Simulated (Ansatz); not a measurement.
# Run report: Ti3Al, single-point calculation

- system: Ti3Al (16 atoms in the cell)
- method: DFT PBEsol, scalar-relativistic, plane waves, PAW, no spin polarisation (Ansatz 0.2.0)

The structure derives from an entry of the Crystallography Open Database. It belongs to a series of runs on one base structure; here: the relaxed cell repeated 2 times.

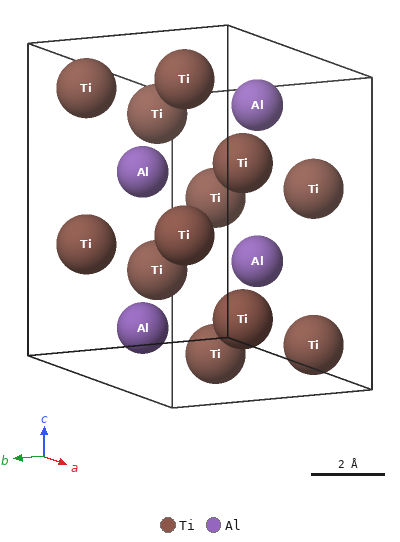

**Figure 1.** The structure as given in the input (spheres-only view of the reduced cell, seen at an oblique angle). An atom can appear more than once, as a periodic image.

Summary:

```json
{"quantity": "outcome", "value": "converged"}
{"quantity": "space group (tolerance 0.01 Å)", "value": "P6₃/mmc (194)"}
{"quantity": "electrons treated", "value": "156"}
{"quantity": "free energy", "value": "−31789.5767 eV"}
{"quantity": "Fermi energy", "value": "12.517 eV"}
{"quantity": "gap on the k-point mesh", "value": "none (metallic)"}
{"quantity": "pressure", "value": "0.01 GPa"}
{"quantity": "largest force (length of the vector)", "value": "0.008 eV/Å"}
{"quantity": "hardware", "value": "2 threads of AMD EPYC (Zen 5), 32 GiB of memory available, shared host"}
{"quantity": "wall time", "value": "8.8 s (CPU time 17 s)"}
{"quantity": "peak memory", "value": "1 GiB"}
```

Input file:
```yaml
crystal:
  lattice:
    - [-2.8438977389, -4.9257753754, 0.0]
    - [2.8438977389, -4.9257753753, 0.0]
    - [0.0, 0.0, 9.215444098]
  atoms:
    - { symbol: Ti, position: [0.1696888166, 0.6606223668, 0.125] }
    - { symbol: Ti, position: [0.1696888166, 0.6606223668, 0.625] }
    - { symbol: Ti, position: [0.3393776332, 0.8303111834, 0.375] }
    - { symbol: Ti, position: [0.3393776332, 0.8303111834, 0.875] }
    - { symbol: Ti, position: [0.1696888166, 0.1696888166, 0.125] }
    - { symbol: Ti, position: [0.1696888166, 0.1696888166, 0.625] }
    - { symbol: Ti, position: [0.8303111834, 0.3393776332, 0.375] }
    - { symbol: Ti, position: [0.8303111834, 0.3393776332, 0.875] }
    - { symbol: Ti, position: [0.6606223668, 0.1696888166, 0.125] }
    - { symbol: Ti, position: [0.6606223668, 0.1696888166, 0.625] }
    - { symbol: Ti, position: [0.8303111834, 0.8303111834, 0.375] }
    - { symbol: Ti, position: [0.8303111834, 0.8303111834, 0.875] }
    - { symbol: Al, position: [0.6666666667, 0.6666666667, 0.125] }
    - { symbol: Al, position: [0.6666666667, 0.6666666667, 0.625] }
    - { symbol: Al, position: [0.3333333333, 0.3333333333, 0.375] }
    - { symbol: Al, position: [0.3333333333, 0.3333333333, 0.875] }
basis:
  ecutwfc: 420
kpoints:
  mp_grid: { grid: [8, 8, 5] }
hamiltonian:
  xc: pbesol
scf:
  occupations: { method: gaussian, width: 0.15 }
output:
  forces: true
  stress: true
  eigenvalues: true
  write_density: true
  write_potential: true
  elf: true
  volumetric_format: npy
```

Launch command:
```bash
ansatz run input.yaml --threads 2 --pin off --max-ram 5120MiB --backend cpu --events-out ev --progress --plain --runs-dir out
```

What the program printed:
```
Engine: ansatz 0.2.0, x86_64-unknown-linux-gnu
Pseudopotentials: kind: paw
Pseudopotential: Ti, paw, valence charge 12, recommended cutoff 420 eV (normal), Ti.paw.azcp
Pseudopotential: Al, paw, valence charge 3, recommended cutoff 420 eV (normal), Al.paw.azcp
Functional definition: PBEsol
  exchange = pbesol_x
  correlation = pbesol_c
Crystal: 16 atoms, lattice volume = 258.187 Å³
Basis set: ecut = 420 eV, 5107 PW (Γ), exchange–correlation on 80×80×128 points (8 copies of the dense FFT grid, shifted against one another)
Bands: 94, of which v1, the nominal top of the filled ones, is band 78 counted from 1 (77 counted from 0)
Symmetry: 48 space group operations
Space group: P63/mmc (ITA 194), of the structure as read, at distance tolerance 6.4e-5 Å
k-points: 30 of 320
Non-local potential: Ti, projectors of the file, l = 0: 3, l = 1: 2, l = 2: 3, l = 3: 1
Non-local potential: Al, projectors of the file, l = 0: 2, l = 1: 2, l = 2: 1
PAW form: soft (Blöchl's): semilocal exchange-correlation on the pseudo side does not see the compensation charge
PAW frozen core: Ti, regenerated for the run's functional, and the local potential with it (the file was generated under x = pbe(κ = 0.804, μ = 0.2195149727645171), c = pbe(β = 0.06672455060314922))
PAW frozen core: Al, regenerated for the run's functional, and the local potential with it (the file was generated under x = pbe(κ = 0.804, μ = 0.2195149727645171), c = pbe(β = 0.06672455060314922))
PAW one-centre angular grid: Ti, 590 points (default); XC on 64 Gauss nodes
PAW one-centre angular grid: Al, 110 points (default); XC on 64 Gauss nodes
Initial density: superposition of atomic densities (neutral atoms: chi_scale 0, normalization atom), corrected by the library's trained network
Initial wavefunctions: pseudopotential atomic-orbital guess
Functional: x = pbesol(κ = 0.804, μ = 0.12345679012345678), c = pbesol(β = 0.046)
SCF iter   1: F=—  HF=-31789.606386 eV  |F-HF|=—  |Δ(HF+E_count)|=         —  Δρ=6.87e-3  dr2=8.15e-2  ethr=1.77e-3  ⟨swp⟩=7.1  Hψ=11495  notcnv=0
preconditioner: auto → Kerker (q_TF=auto, 2.509 Å⁻¹)  [metal: Δε(μ)=0.032 eV  Ē_g=3.047 eV  σ=0.150 eV  W_gap=0.12  n_scr=66 (ndim 8)  ℏωp=17.9 eV  f_vac=0.000  D(μ)=9.72/eV (n_scr^D=84)]
SCF iter   2: F=—  HF=-31789.582133 eV  |F-HF|=—  |Δ(HF+E_count)|=   2.43e-2  Δρ=3.27e-3  dr2=1.99e-2  ethr=5.22e-5  ⟨swp⟩=2.6  Hψ=4997  notcnv=0  defer=2
SCF iter   3: F=—  HF=-31789.577088 eV  |F-HF|=—  |Δ(HF+E_count)|=   5.04e-3  Δρ=7.49e-4  dr2=1.85e-3  ethr=1.27e-5  ⟨swp⟩=2.1  Hψ=3542  notcnv=0  defer=2
SCF iter   4: F=—  HF=-31789.576663 eV  |F-HF|=—  |Δ(HF+E_count)|=   4.25e-4  Δρ=1.67e-4  dr2=1.02e-4  ethr=1.19e-6  ⟨swp⟩=2.0  Hψ=3491  notcnv=0  defer=2
SCF iter   5: F=—  HF=-31789.576586 eV  |F-HF|=—  |Δ(HF+E_count)|=   7.64e-5  Δρ=3.94e-5  dr2=2.80e-6  ethr=6.57e-8  ⟨swp⟩=2.0  Hψ=3612  notcnv=0  defer=2
SCF iter   6: F=—  HF=-31789.576661 eV  |F-HF|=—  |Δ(HF+E_count)|=   7.42e-5  Δρ=1.19e-5  dr2=3.52e-7  ethr=1.79e-9  ⟨swp⟩=2.0  Hψ=4707  notcnv=0  defer=7
SCF iter   7: F=-31789.576660 eV  HF=-31789.576660 eV  |F-HF|=7.89e-9  |Δ(HF+E_count)|=   1.48e-7  Δρ=2.51e-6  dr2=1.21e-8  ethr=6.41e-11  ⟨swp⟩=15.6  Hψ=16598  notcnv=0
SCF 1 converged in 7 iterations: F = -31789.576660 eV  dr2 = 1.21e-8
  greatest PAW one-centre occupation: 0.999 electrons in one spin orbital (limit 2), on the Ti atom at site 9 (counted from 0), in its partial waves of l = 0
```

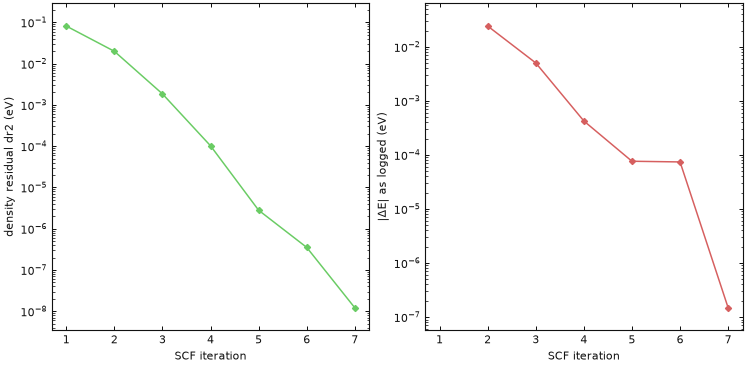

**Figure 2.** Convergence of the self-consistent field: density residual dr2 and size of the energy change against the SCF iteration. The residual falls at every step.

```
SCF converged after 7 iterations
Free energy (F): -31789.576660 eV
Harris-Foulkes:  -31789.576660 eV  (|F-HF|=7.89e-9)
Internal energy: -31789.465755 eV  (E = F + TS)
E sigma→0 (E₀):  -31789.521208 eV
Entropy (-TS):   -0.110906 eV (-6.932 meV/atom)
Fermi energy:    12.516776 eV
--- Per-component energies (eV) ---
  E_band       = -1867.091188
  E_kinetic    = 3375.548363
  E_local      = -11028.065434  (includes V_loc(G=0)·N_el)
  E_nonlocal   = 158.375491
  E_hartree    = 4637.920147
  E_xc         = -1324.328065
  E_vxc        = -1582.935275  (∫ρ·V_xc dr)
  E_paw        = -14092.855724  (= ΣΔE_a)
  E_vpaw       = -2065.857766  (= ΣTr[D̂ρ^β])
  E_aug_tail   = 0.001369  (compensation charges beyond the density's cutoff)
  E_ewald      = -13517.811070
  E_core_change = 1.749168  (= ΣΔE_core)
  E_smearing   = -0.110906  (= −TS)
  E_closure    = 0.000000  (closes the sum)
  Σ components = -31789.576660   (vs F -31789.576660, Δ=0.00e0)
--- Forces (eV/Å), atoms counted from 1 ---
  atom   1  Ti     0.00717362    -0.00414169     0.00000000
  atom   2  Ti     0.00717362    -0.00414169     0.00000000
  atom   3  Ti     0.00717362     0.00414169     0.00000000
  atom   4  Ti     0.00717362     0.00414169     0.00000000
  atom   5  Ti    -0.00000000     0.00828339     0.00000000
  atom   6  Ti    -0.00000000     0.00828339     0.00000000
  atom   7  Ti    -0.00717362     0.00414169     0.00000000
  atom   8  Ti    -0.00717362     0.00414169     0.00000000
  atom   9  Ti    -0.00717362    -0.00414169     0.00000000
  atom  10  Ti    -0.00717362    -0.00414169     0.00000000
  atom  11  Ti     0.00000000    -0.00828339     0.00000000
  atom  12  Ti     0.00000000    -0.00828339     0.00000000
  atom  13  Al    -0.00000000    -0.00000000    -0.00000000
  atom  14  Al    -0.00000000    -0.00000000    -0.00000000
  atom  15  Al     0.00000000     0.00000000     0.00000000
  atom  16  Al     0.00000000     0.00000000     0.00000000
  max |Σ_I F_I| component: 2.23e-17 eV/Å
--- Stress (GPa, compression-positive) ---
       -0.006106       0.000000      -0.000000
        0.000000      -0.006106       0.000000
       -0.000000       0.000000       0.049687
  P = ⅓ Tr σ = 0.0125 GPa (0.125 kbar)
--- Band table (eV; the first three rows and the last of 30) ---
  k-point 0: bands = ["-43.7682", "-43.7140", "-43.7140", "-43.6595", "-43.6571", "-43.6571", "-43.6311", "-43.6311", "-43.6311", "-43.6311", "-43.6051", "-43.6051", "-20.4170", "-20.4103", "-20.3965", "-20.3965", "-20.3326", "-20.3326", "-20.3326", "-20.3326", "-20.2755", "-20.2437", "-20.2437", "-20.1892", "-20.1892", "-20.1863", "-20.1863", "-20.0910", "-20.0910", "-20.0200", "-19.9363", "-19.9363", "-19.9363", "-19.9363", "-19.9311", "-19.9311", "-19.9250", "-19.9250", "-19.8627", "-19.8286", "-19.7667", "-19.7667", "-19.7667", "-19.7667", "-19.7621", "-19.7621", "-19.7615", "-19.7615", "4.7789", "6.3714", "6.3714", "7.5521", "9.1974", "9.1974", "10.0281", "10.2551", "10.3373", "10.3373", "10.5090", "10.5090", "10.5977", "10.5977", "10.5977", "10.5977", "10.6185", "11.2317", "11.2317", "11.5436", "11.5436", "11.8464", "11.8464", "11.8464", "11.8464", "11.9860", "11.9860", "11.9986", "12.2512", "12.4286", "12.4286", "12.5610", "13.0242", "13.0242", "13.0242", "13.0242", "13.2662", "13.2662", "13.2849", "13.4864", "13.4864", "14.3403", "14.3403", "14.3403", "14.3403", "14.5779"]
  k-point 1: bands = ["-43.7655", "-43.7308", "-43.6972", "-43.6622", "-43.6559", "-43.6559", "-43.6391", "-43.6391", "-43.6230", "-43.6230", "-43.6063", "-43.6063", "-20.4158", "-20.4071", "-20.4015", "-20.3938", "-20.3433", "-20.3433", "-20.3070", "-20.3070", "-20.2758", "-20.2758", "-20.2692", "-20.1993", "-20.1993", "-20.1560", "-20.1488", "-20.1488", "-20.0229", "-20.0153", "-19.9747", "-19.9747", "-19.9545", "-19.9256", "-19.9256", "-19.9144", "-19.9144", "-19.8954", "-19.8744", "-19.8333", "-19.7663", "-19.7663", "-19.7656", "-19.7656", "-19.7622", "-19.7622", "-19.7620", "-19.7620", "4.8550", "5.8799", "6.8233", "7.5075", "9.2813", "9.3096", "10.1188", "10.1371", "10.3818", "10.3818", "10.4833", "10.5058", "10.5058", "10.5477", "10.5477", "10.6335", "10.6335", "11.2745", "11.2745", "11.5123", "11.5334", "11.5334", "11.7385", "11.7385", "11.7606", "11.7606", "11.9860", "12.0851", "12.2550", "12.3103", "12.7216", "12.8663", "12.9990", "12.9990", "13.2536", "13.2536", "13.3157", "13.3157", "13.3417", "13.4354", "13.4354", "14.1478", "14.3656", "14.3656", "14.3788", "14.3856"]
  k-point 2: bands = ["-43.7579", "-43.7459", "-43.6820", "-43.6700", "-43.6521", "-43.6521", "-43.6464", "-43.6464", "-43.6158", "-43.6158", "-43.6100", "-43.6100", "-20.4123", "-20.4072", "-20.4002", "-20.3948", "-20.3369", "-20.3369", "-20.3135", "-20.3135", "-20.2710", "-20.2710", "-20.2484", "-20.2317", "-20.2317", "-20.2103", "-20.0872", "-20.0872", "-20.0268", "-20.0268", "-20.0019", "-19.9810", "-19.9594", "-19.9149", "-19.9149", "-19.9087", "-19.9087", "-19.9079", "-19.8685", "-19.8471", "-19.7649", "-19.7649", "-19.7638", "-19.7638", "-19.7632", "-19.7632", "-19.7625", "-19.7625", "5.0778", "5.4303", "7.1619", "7.3797", "9.5540", "9.5833", "9.8607", "10.0026", "10.4934", "10.4934", "10.5028", "10.5028", "10.5139", "10.5139", "10.5238", "10.6025", "10.6025", "10.9681", "11.3963", "11.3963", "11.5254", "11.5254", "11.5751", "11.5751", "11.5831", "11.5831", "11.9987", "12.0449", "12.2682", "12.2873", "13.0427", "13.1343", "13.1343", "13.1960", "13.3025", "13.3025", "13.4217", "13.4217", "13.4431", "13.4431", "13.5099", "13.7827", "14.1849", "14.3764", "14.4479", "14.4479"]
  k-point 29: bands = ["-43.7099", "-43.6989", "-43.6941", "-43.6898", "-43.6815", "-43.6781", "-43.6329", "-43.6310", "-43.6284", "-43.6223", "-43.6219", "-43.6171", "-20.3256", "-20.3239", "-20.3029", "-20.2931", "-20.2899", "-20.2704", "-20.2364", "-20.2163", "-20.2160", "-20.2119", "-20.1876", "-20.1673", "-20.1096", "-20.0978", "-20.0889", "-20.0846", "-20.0569", "-20.0533", "-20.0471", "-20.0388", "-20.0266", "-20.0251", "-20.0235", "-20.0017", "-19.9039", "-19.9035", "-19.8940", "-19.8848", "-19.8807", "-19.8784", "-19.8637", "-19.8510", "-19.8171", "-19.8118", "-19.8026", "-19.8004", "6.5097", "6.7569", "6.8136", "7.0248", "8.3462", "8.6667", "9.2339", "9.3846", "9.5751", "9.8011", "10.5204", "10.6749", "10.7808", "10.9597", "10.9677", "10.9889", "11.0122", "11.0321", "11.1495", "11.1804", "11.9019", "11.9678", "12.0031", "12.0276", "12.0520", "12.1968", "12.2815", "12.3489", "12.3660", "12.3734", "12.8636", "12.8745", "12.9103", "12.9756", "13.0719", "13.1195", "13.3614", "13.4291", "13.4375", "13.4382", "13.6383", "13.6676", "13.7606", "13.8209", "13.8394", "13.8395"]
```

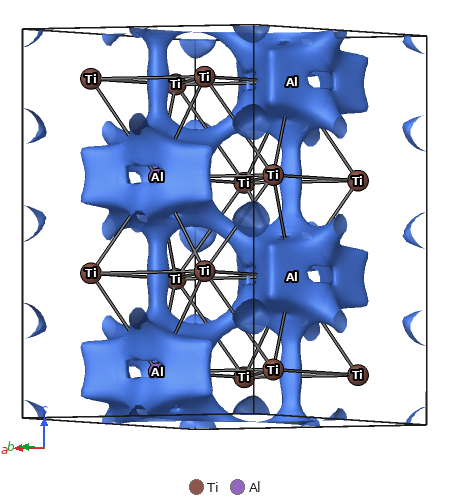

**Figure 3.** Isosurface of the ELF at 0.6 (blue), seen at an oblique angle. Core shells and regions of very low density are left out. Sticks mark near contacts. The outline is the calculation cell. Values along the shortest contacts: Ti–Ti (2.79 Å): the ELF is about 0.25 at the midpoint; no localised pair between them. Ti–Al (2.81 Å): the ELF is about 0.35 at the midpoint (nearly free electrons, as in a simple metal). The fields are those of the smooth PAW valence density.

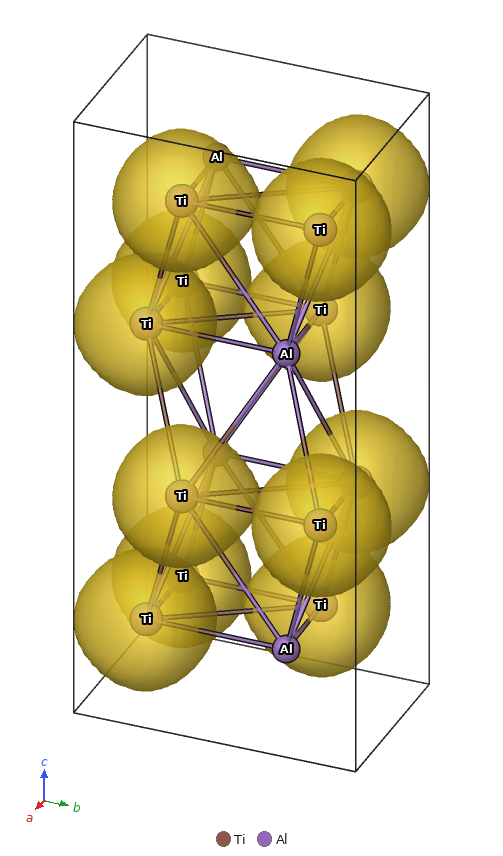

**Figure 4.** Isosurface of the valence pseudo-density at 0.3 e/Å³ (yellow), seen slightly off an axis. Sticks mark near contacts. The outline is the calculation cell. At this value the density breaks into separate islands; it holds about 75 % of the electrons treated as valence (semicore included). It is pinched off along the Ti–Ti (2.79 Å), Ti–Al (2.81 Å), Ti–Ti (2.85 Å) and Ti–Ti (2.90 Å) contacts. On the grid the lowest density along these lines, outside the cores, is 0.23 e/Å³ (Ti–Ti, 2.79 Å), 0.21 e/Å³ (Ti–Al, 2.81 Å), 0.2 e/Å³ (Ti–Ti, 2.85 Å) and 0.2 e/Å³ (Ti–Ti, 2.90 Å).

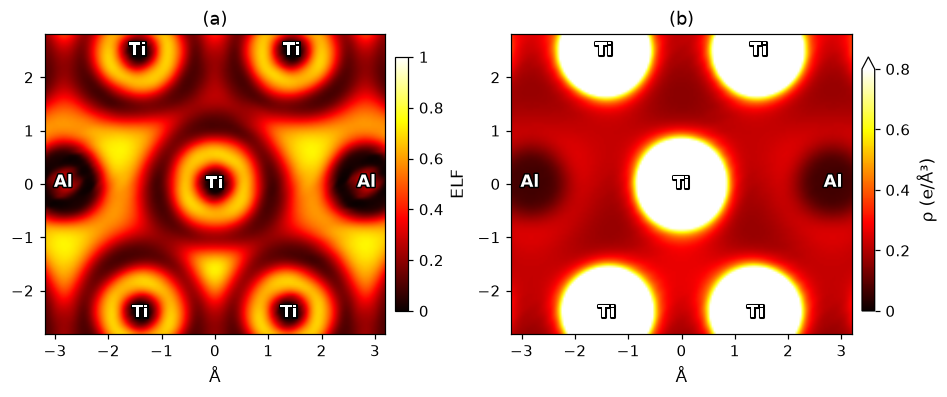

**Figure 5.** (a) electron localisation function; (b) valence pseudo-density on the (001) plane of the calculation cell. Atoms in the plane: Ti and Al. Ti–Ti (2.79 Å): ρ at the midpoint is about 0.23 e/Å³; the ELF is about 0.25 at the midpoint (no shared electron pair). Ti–Ti (2.90 Å): the density is about 0.2 e/Å³ at the midpoint; the ELF is about 0.25 at the midpoint (no localised pair between them). Away from the nuclei the density in this plane falls to 0.15 e/Å³ at its lowest. The strong features right at Ti lie inside the PAW spheres (semicore, d or f shells) and say nothing about bonding.
